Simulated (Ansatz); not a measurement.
## Single-point calculation of AlAs

The run: single-point calculation of AlAs (slab, 8 atoms in the cell). Method and program: DFT PBE, scalar-relativistic, plane waves, PAW, no spin polarisation (Ansatz 0.2.0).

The structure derives from an entry of the Crystallography Open Database. It belongs to a series of runs on one base structure; here: (1 1 1) slab cut from the bulk. Figures and captions count atoms from 1; the log counts them from 0 in places.

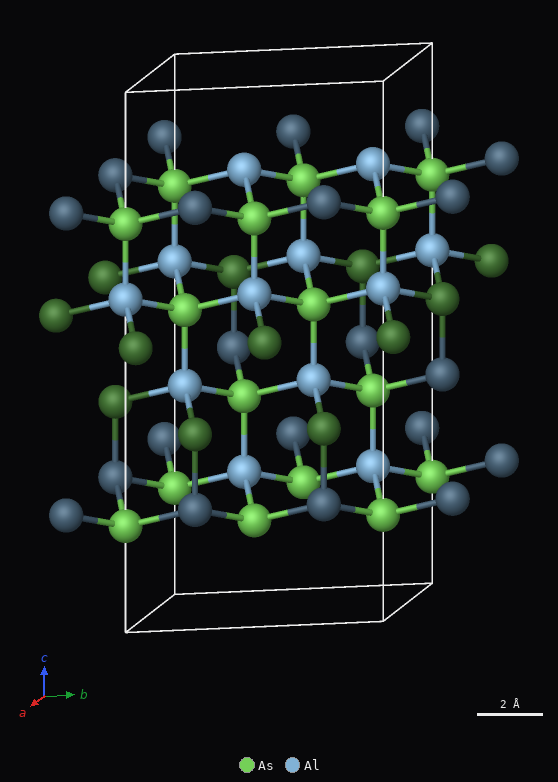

Figure 1. The structure (ball-and-stick view of the 1 × 2 repeat of the cell, with the vacuum cut short, seen slightly off an axis; neighbours outside the cell are drawn fainter). An atom can appear more than once, as a periodic image. Near neighbours in the periodic cell (some may lie outside the picture): As has 3 Al at 2.48 Å; Al has 4 As at 2.48 Å; As has 4 Al at 2.48 Å; Al has 3 As at 2.48 Å.

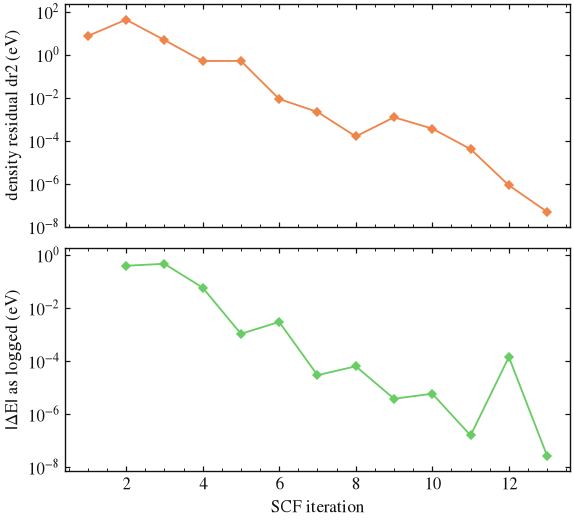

Figure 2. Convergence of the self-consistent field: density residual dr2 and size of the energy change against the SCF iteration. The residual falls unevenly and jumps up by a factor of two or more 2 times on the way down.

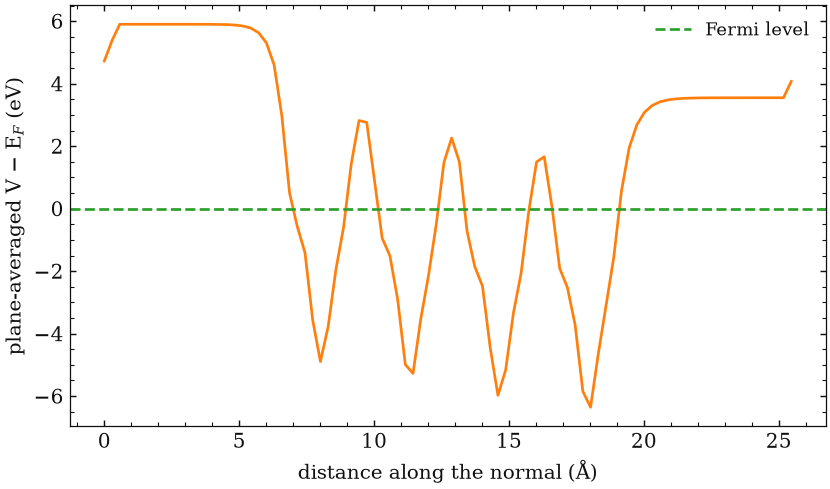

Figure 3. Plane average of the electrostatic potential energy of an electron across the cell, from the Fermi level. The vacuum level lies 3.55 eV above the Fermi level on the upper side and 5.90 eV on the lower.

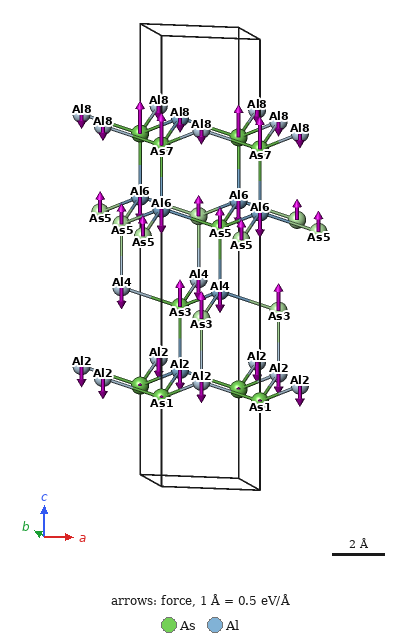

Figure 4. Forces on the atoms as pink arrows (ball-and-stick view of the cell of the calculation, with the vacuum cut short, seen slightly off an axis; neighbours outside the cell are drawn fainter; atoms are numbered from 1 in the order of the input). The largest act on As7 (0.65 eV/Å); As3 (0.55 eV/Å); Al6 (0.51 eV/Å); Al4 (0.44 eV/Å), among others. The geometry is not a stationary point of this energy.

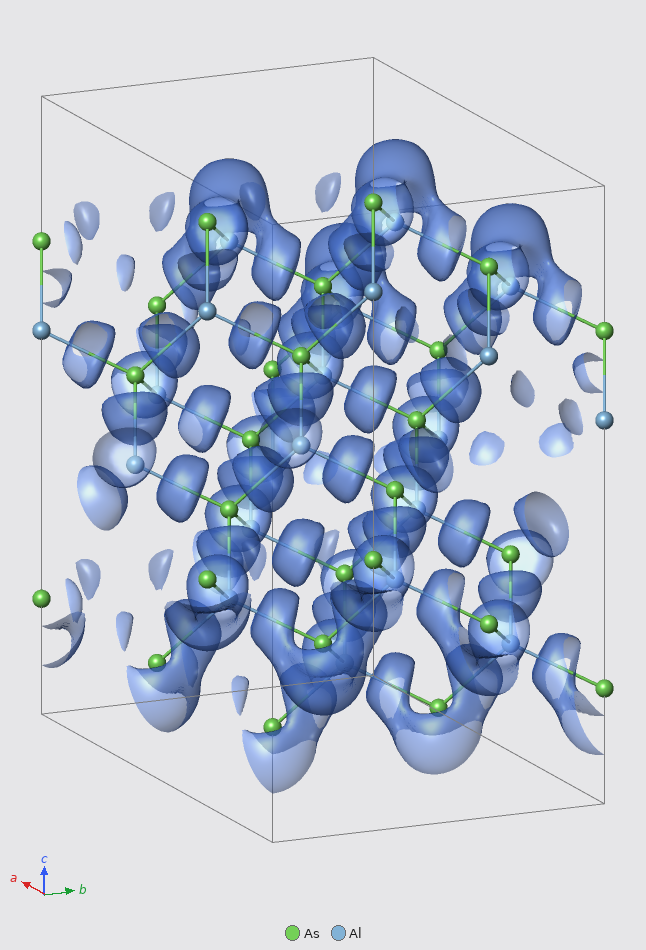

Figure 5. Isosurface of the electron localisation function at 0.7 (blue), seen at an oblique angle. Only the valence region is drawn (cores and ρ < 0.01 e/Å³ removed). Sticks mark near contacts. Along the contacts the grid gives the following. In a PAW calculation such maps are meaningful between the atoms, not at the nuclei.

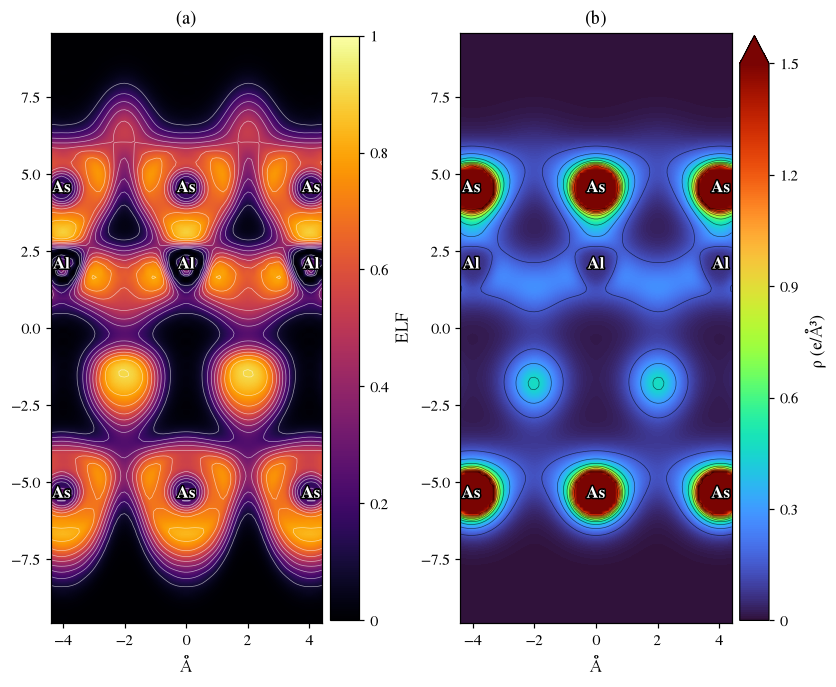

Figure 6. (a) electron localisation function; (b) valence pseudo-density on the (100) plane of the calculation cell, a cut from vacuum to vacuum. The section cuts through As and Al sites. Al–As (2.48 Å): ρ at the midpoint is about 0.43 e/Å³; the ELF peaks at about 0.90 between the atoms, which marks localised, shared-pair bonding. The density dies away to nearly zero in the vacuum.

The input that produced these results follows, with the program's output.

The input
```yaml
crystal:
  lattice:
    - [4.0500342343, 0.0, 0.0]
    - [-2.0250171172, 3.5074325331, 0.0]
    - [0.0, 0.0, 25.7472270912]
  atoms:
    - { symbol: As, position: [0.0, 0.0, 0.2912935041] }
    - { symbol: Al, position: [0.3333333333, 0.6666666667, 0.3234021958] }
    - { symbol: As, position: [0.3333333333, 0.6666666667, 0.4197282708] }
    - { symbol: Al, position: [0.6666666667, 0.3333333333, 0.4518369625] }
    - { symbol: As, position: [0.6666666667, 0.3333333333, 0.5481630375] }
    - { symbol: Al, position: [0.0, 0.0, 0.5802717292] }
    - { symbol: As, position: [0.0, 0.0, 0.6765978042] }
    - { symbol: Al, position: [0.3333333333, 0.6666666667, 0.7087064959] }
basis:
  ecutwfc: 420
kpoints:
  mp_grid: { grid: [9, 9, 1] }
hamiltonian:
  xc: pbe
scf:
  occupations: { method: gaussian, width: 0.05 }
output:
  forces: true
  stress: true
  eigenvalues: true
  write_density: true
  write_potential: true
  elf: true
  volumetric_format: npy
efield:
  axis: 3
  dipole_correction: true
  ramp_width: 0.04
```

Launch command:
```bash
ansatz run input.yaml --threads 1 --pin off --max-ram 2560MiB --backend cpu --events-out ev --progress --plain --runs-dir out
```

Output
```
Engine: ansatz 0.2.0, x86_64-unknown-linux-gnu
Pseudopotentials: kind: paw
Pseudopotential: As, paw, valence charge 15, recommended cutoff 420 eV (normal), As.paw.azcp
Pseudopotential: Al, paw, valence charge 3, recommended cutoff 420 eV (normal), Al.paw.azcp
Functional definition: PBE
  parameter kappa = 0.804
  parameter beta = 0.06672455060314922
  exchange = pbe_x(kappa = kappa, mu = beta*pi^2/3)
  correlation = pbe_c(beta = beta)
Crystal: 8 atoms, lattice volume = 365.745 Å³
Basis set: ecut = 420 eV, 7131 PW (Γ), exchange–correlation on 60×60×360 points (8 copies of the dense FFT grid, shifted against one another)
Bands: 44, of which v1, the nominal top of the filled ones, is band 36 counted from 1 (35 counted from 0)
Symmetry: 6 space group operations
Space group: P3m1 (ITA 156), of the structure as read, at distance tolerance 7.2e-5 Å
k-points: 12 of 81 (time reversal used)
Non-local potential: As, projectors of the file, l = 0: 2, l = 1: 2, l = 2: 3, l = 3: 1
Non-local potential: Al, projectors of the file, l = 0: 2, l = 1: 2, l = 2: 1
PAW form: soft (Blöchl's): semilocal exchange-correlation on the pseudo side does not see the compensation charge
PAW one-centre angular grid: As, 590 points (default); XC on 64 Gauss nodes
PAW one-centre angular grid: Al, 110 points (default); XC on 64 Gauss nodes
Initial density: superposition of atomic densities (neutral atoms: chi_scale 0, normalization atom), corrected by the library's trained network
Initial wavefunctions: pseudopotential atomic-orbital guess
Functional: x = pbe(κ = 0.804, μ = 0.2195149727645171), c = pbe(β = 0.06672455060314922)
SCF iter   1: F=—  HF=-21576.050121 eV  |F-HF|=—  |Δ(HF+E_count)|=         —  Δρ=6.78e-3  dr2=7.34e0  ethr=1.77e-3  p=0.157 e·Å  D=7.74e-2 V/Å  ΔV_dip=-1.99 eV  dr2_dipole=6.25e0  V_vac-E_F(+/−)=3.62/5.61 eV  ⟨swp⟩=7.6  Hψ=2272  notcnv=0  defer=2
efield: sawtooth ramp at fractional position 0.9800 (placed from the atoms, in the widest stretch of the axis that holds none; the zero of the levels goes with the place), width 0.0400; the density the first Hamiltonian is built on has a dipole p = 0.157 e·Å; the dipole correction subtracts the counter field D = 7.74e-2 V/Å, which shifts the + side's vacuum level by -1.99 eV against the − side's; the planar-averaged density in the ramp window peaks in size at 2.5e-5 e/Å³
preconditioner: auto → LDOS  [insulator: Δε(μ)=0.132 eV  Ē_g=7.740 eV  σ=0.050 eV  W_gap=0.93  n_scr=70 (ndim 8)  ℏωp=11.0 eV  f_vac=0.447  D(μ)=0.33/eV (n_scr^D=2)  ε∞_Penn≈3.0  β→1.0]
SCF iter   2: F=—  HF=-21576.438825 eV  |F-HF|=—  |Δ(HF+E_count)|=   3.89e-1  Δρ=1.71e-2  dr2=4.23e1  ethr=1.77e-3  p=0.230 e·Å  D=1.14e-1 V/Å  ΔV_dip=-2.93 eV  dr2_dipole=3.79e1  V_vac-E_F(+/−)=3.07/6.00 eV  ⟨swp⟩=2.9  Hψ=704  notcnv=0  defer=32  recentre
SCF iter   3: F=—  HF=-21575.978268 eV  |F-HF|=—  |Δ(HF+E_count)|=   4.61e-1  Δρ=5.56e-3  dr2=4.77e0  ethr=1.77e-3  p=0.163 e·Å  D=8.05e-2 V/Å  ΔV_dip=-2.07 eV  dr2_dipole=4.17e0  V_vac-E_F(+/−)=3.60/5.68 eV  ⟨swp⟩=2.7  Hψ=718  notcnv=0  defer=15
SCF iter   4: F=—  HF=-21575.920239 eV  |F-HF|=—  |Δ(HF+E_count)|=   5.80e-2  Δρ=1.99e-3  dr2=5.04e-1  ethr=1.77e-3  p=0.181 e·Å  D=8.95e-2 V/Å  ΔV_dip=-2.31 eV  dr2_dipole=4.34e-1  V_vac-E_F(+/−)=3.56/5.86 eV  ⟨swp⟩=1.2  Hψ=547  notcnv=0  defer=12
SCF iter   5: F=—  HF=-21575.919178 eV  |F-HF|=—  |Δ(HF+E_count)|=   1.06e-3  Δρ=1.85e-3  dr2=5.09e-1  ethr=7.00e-4  p=0.179 e·Å  D=8.84e-2 V/Å  ΔV_dip=-2.28 eV  dr2_dipole=4.50e-1  V_vac-E_F(+/−)=3.58/5.85 eV  ⟨swp⟩=1.0  Hψ=568  notcnv=0  defer=27
SCF iter   6: F=—  HF=-21575.916220 eV  |F-HF|=—  |Δ(HF+E_count)|=   2.96e-3  Δρ=2.90e-4  dr2=8.61e-3  ethr=7.00e-4  p=0.182 e·Å  D=9.01e-2 V/Å  ΔV_dip=-2.32 eV  dr2_dipole=7.11e-3  V_vac-E_F(+/−)=3.56/5.88 eV  ⟨swp⟩=1.0  Hψ=496  notcnv=0  defer=27
SCF iter   7: F=—  HF=-21575.916191 eV  |F-HF|=—  |Δ(HF+E_count)|=   2.92e-5  Δρ=1.81e-4  dr2=2.16e-3  ethr=1.20e-5  p=0.184 e·Å  D=9.09e-2 V/Å  ΔV_dip=-2.34 eV  dr2_dipole=1.46e-3  V_vac-E_F(+/−)=3.56/5.90 eV  ⟨swp⟩=1.2  Hψ=509  notcnv=0  defer=31
SCF iter   8: F=—  HF=-21575.916128 eV  |F-HF|=—  |Δ(HF+E_count)|=   6.31e-5  Δρ=7.31e-5  dr2=1.57e-4  ethr=3.00e-6  p=0.184 e·Å  D=9.11e-2 V/Å  ΔV_dip=-2.34 eV  dr2_dipole=5.58e-5  V_vac-E_F(+/−)=3.55/5.90 eV  ⟨swp⟩=1.8  Hψ=534  notcnv=0  defer=31
SCF iter   9: F=—  HF=-21575.916124 eV  |F-HF|=—  |Δ(HF+E_count)|=   3.78e-6  Δρ=9.60e-5  dr2=1.22e-3  ethr=2.18e-7  p=0.184 e·Å  D=9.11e-2 V/Å  ΔV_dip=-2.35 eV  dr2_dipole=1.05e-3  V_vac-E_F(+/−)=3.55/5.90 eV  ⟨swp⟩=2.0  Hψ=656  notcnv=0  defer=31
SCF iter  10: F=—  HF=-21575.916118 eV  |F-HF|=—  |Δ(HF+E_count)|=   5.85e-6  Δρ=4.76e-5  dr2=3.62e-4  ethr=2.18e-7  p=0.184 e·Å  D=9.11e-2 V/Å  ΔV_dip=-2.35 eV  dr2_dipole=3.17e-4  V_vac-E_F(+/−)=3.55/5.90 eV  ⟨swp⟩=1.0  Hψ=496  notcnv=0  defer=31
SCF iter  11: F=—  HF=-21575.916118 eV  |F-HF|=—  |Δ(HF+E_count)|=   1.56e-7  Δρ=1.57e-5  dr2=4.03e-5  ethr=2.18e-7  p=0.184 e·Å  D=9.12e-2 V/Å  ΔV_dip=-2.35 eV  dr2_dipole=3.44e-5  V_vac-E_F(+/−)=3.55/5.90 eV  ⟨swp⟩=1.0  Hψ=496  notcnv=0  defer=31
SCF iter  12: F=—  HF=-21575.916259 eV  |F-HF|=—  |Δ(HF+E_count)|=   1.41e-4  Δρ=2.91e-6  dr2=8.33e-7  ethr=5.60e-8  p=0.184 e·Å  D=9.12e-2 V/Å  ΔV_dip=-2.35 eV  dr2_dipole=6.61e-7  V_vac-E_F(+/−)=3.55/5.90 eV  ⟨swp⟩=1.2  Hψ=513  notcnv=0  defer=31
SCF iter  13: F=-21575.916259 eV  HF=-21575.916259 eV  |F-HF|=6.85e-8  |Δ(HF+E_count)|=   2.63e-8  Δρ=1.03e-6  dr2=4.89e-8  ethr=1.39e-10  p=0.184 e·Å  D=9.12e-2 V/Å  ΔV_dip=-2.35 eV  dr2_dipole=3.29e-8  V_vac-E_F(+/−)=3.55/5.90 eV  ⟨swp⟩=19.9  Hψ=3989  notcnv=0
SCF 1 converged in 13 iterations: F = -21575.916259 eV  dr2 = 4.89e-8
  greatest PAW one-centre occupation: 0.999 electrons in one spin orbital (limit 2), on the As atom at site 0 (counted from 0), in its partial waves of l = 2
SCF converged after 13 iterations
Free energy (F): -21575.916259 eV
Harris-Foulkes:  -21575.916259 eV  (|F-HF|=6.85e-8)
Internal energy: -21575.903751 eV  (E = F + TS)
E sigma→0 (E₀):  -21575.910005 eV
Entropy (-TS):   -0.012507 eV (-1.563 meV/atom)
Fermi energy:    1.060581 eV
Dipole field:    D = 0.091357 V/Å  (p = 0.184653 e·Å, saw-weighted, corrected)
Work function:   Φ+ = 3.5491 eV   Φ− = 5.9012 eV
Levels:          The Fermi level and band energies are counted from a zero that moves with the ramp; work functions are not
--- Per-component energies (eV) ---
  E_band       = -1480.535756
  E_kinetic    = 499.318973
  E_local      = -43637.667351  (includes V_loc(G=0)·N_el)
  E_nonlocal   = -2640.024258
  E_hartree    = 21905.921097
  E_xc         = -472.018671
  E_vxc        = -427.746132  (∫ρ·V_xc dr)
  E_paw        = -9211.084885  (= ΣΔE_a)
  E_vpaw       = 911.911415  (= ΣTr[D̂ρ^β])
  E_aug_tail   = 0.000026  (compensation charges beyond the density's cutoff)
  E_efield     = 0.008435  (sawtooth field / dipole correction)
  E_vefield    = 1.829481  (∫n·V_field dr)
  E_ewald      = 11979.642883
  E_smearing   = -0.012507  (= −TS)
  E_closure    = 0.000000  (closes the sum)
  Σ components = -21575.916259   (vs F -21575.916259, Δ=0.00e0)
--- Forces (eV/Å), atoms counted from 1 ---
  atom   1  As     0.00000000    -0.00000000     0.04854025
  atom   2  Al    -0.00000000    -0.00000000    -0.42506837
  atom   3  As     0.00000000    -0.00000000     0.54517241
  atom   4  Al    -0.00000000     0.00000000    -0.43731489
  atom   5  As     0.00000000    -0.00000000     0.42082842
  atom   6  Al    -0.00000000    -0.00000000    -0.50623804
  atom   7  As     0.00000000    -0.00000000     0.65212901
  atom   8  Al    -0.00000000    -0.00000000    -0.29806278
  max |Σ_I F_I| component: 1.40e-5 eV/Å
--- Stress (GPa, compression-positive) ---
       -0.396988       0.000000       0.000000
        0.000000      -0.396988      -0.000000
        0.000000      -0.000000       0.843999
  P = ⅓ Tr σ = 0.0167 GPa (0.167 kbar)
--- Band table (eV; the first three rows and the last of 12) ---
  k-point 0: bands = ["-34.7487", "-34.7335", "-34.7335", "-34.7144", "-34.7144", "-34.1803", "-34.1764", "-34.1764", "-34.1684", "-34.1684", "-33.6380", "-33.6328", "-33.6328", "-33.6250", "-33.6250", "-33.0440", "-33.0440", "-33.0430", "-33.0352", "-33.0352", "-11.5017", "-10.8430", "-10.2110", "-9.2185", "-4.7829", "-3.3828", "-1.7182", "-0.7428", "-0.7428", "-0.1954", "-0.1954", "0.3801", "0.3801", "0.3914", "1.2346", "1.2346", "1.3300", "2.1813", "2.7621", "3.2240", "3.7690", "4.4526", "4.4526", "4.5203"]
  k-point 1: bands = ["-34.7486", "-34.7335", "-34.7335", "-34.7144", "-34.7142", "-34.1802", "-34.1764", "-34.1763", "-34.1684", "-34.1683", "-33.6380", "-33.6328", "-33.6327", "-33.6250", "-33.6249", "-33.0440", "-33.0439", "-33.0429", "-33.0352", "-33.0351", "-11.4053", "-10.7515", "-10.1229", "-9.1297", "-4.7153", "-3.3750", "-1.9625", "-1.3835", "-0.9735", "-0.9356", "-0.4921", "-0.3595", "0.2243", "0.4064", "0.7898", "1.0841", "1.3429", "2.8309", "3.3518", "3.8276", "4.1802", "4.4509", "4.5939", "4.7260"]
  k-point 2: bands = ["-34.7484", "-34.7337", "-34.7335", "-34.7144", "-34.7139", "-34.1800", "-34.1765", "-34.1761", "-34.1684", "-34.1681", "-33.6378", "-33.6329", "-33.6326", "-33.6251", "-33.6248", "-33.0441", "-33.0438", "-33.0427", "-33.0353", "-33.0349", "-11.1344", "-10.4976", "-9.8808", "-8.8850", "-4.5931", "-3.6116", "-2.9256", "-2.2774", "-1.9383", "-1.3304", "-1.3129", "-0.7186", "-0.5215", "-0.1202", "0.7478", "0.8721", "1.2537", "2.8193", "3.3351", "3.8663", "4.2306", "4.6550", "4.9899", "5.2332"]
  k-point 11: bands = ["-34.7479", "-34.7338", "-34.7337", "-34.7138", "-34.7136", "-34.1796", "-34.1763", "-34.1761", "-34.1682", "-34.1682", "-33.6373", "-33.6328", "-33.6325", "-33.6248", "-33.6247", "-33.0441", "-33.0438", "-33.0423", "-33.0349", "-33.0348", "-10.2157", "-9.7150", "-9.1522", "-8.1397", "-5.0552", "-4.8046", "-4.2821", "-3.5655", "-3.3730", "-2.8745", "-2.4932", "-1.8251", "-1.7428", "-1.1514", "-0.7348", "0.9979", "1.0762", "3.3805", "3.4774", "4.2073", "4.5881", "5.4448", "5.6990", "6.3723"]
```

Summary

```tsv
quantity	value
outcome	converged
electrons treated	72
free energy	−21575.9163 eV
work function, top face	3.55 eV
work function, bottom face	5.90 eV
Fermi energy	1.061 eV
gap on the k-point mesh	none (metallic)
work function (upper face)	3.55 eV
largest force (length of the vector)	0.652 eV/Å
hardware	1 thread of Intel Xeon @ 2.50GHz (Skylake/Cascade Lake), 189 GiB of memory available, shared host
wall time	39 s
peak memory	0.56 GiB
```
